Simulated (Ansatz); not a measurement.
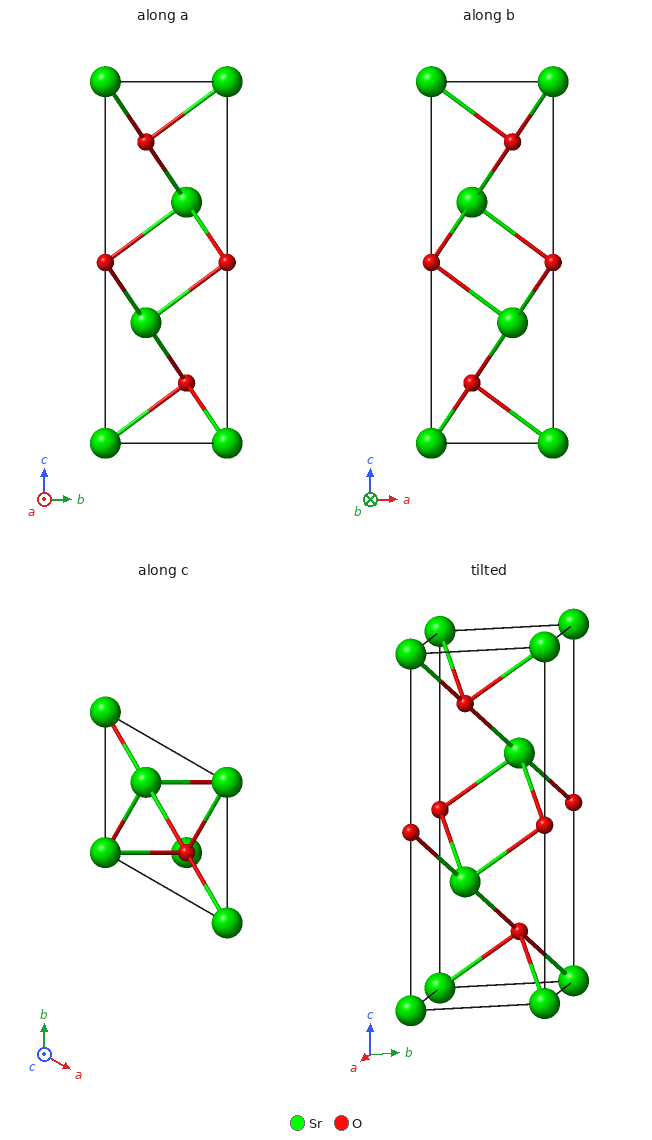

View along the a axis, along the b axis, along the c axis and slightly off an axis, drawn as a ball-and-stick model. The lines enclose the conventional unit cell; boundary atoms appear with their images.

Lattice parameters: a = 3.649 Å, b = 3.649 Å, c = 9.382 Å, α = 90.00°, β = 90.00°, γ = 120.00°. Put a along x and b in the xy plane.

> From the views, write a POSCAR file.

```
Sr O
1.0
     3.649    0.000    0.000
    -1.824    3.160    0.000
     0.000    0.000    9.382
Sr O
3 3
Direct
  0.0000 0.0000 0.0000
  0.6667 0.3333 0.3333
  0.3333 0.6667 0.6667
  0.6667 0.3333 0.8333
  0.3333 0.6667 0.1667
  0.0000 0.0000 0.5000
```

The structure comes from a structure type filled with these elements by a generator (whether the compound takes this form wasn't checked). The cell was then strained or its atoms displaced on purpose. A calculation with Ansatz used it as input.

At this level of theory the cell isn't at rest (stretched, at -4 GPa), so its distances can differ from those at equilibrium, the more so the softer the solid.
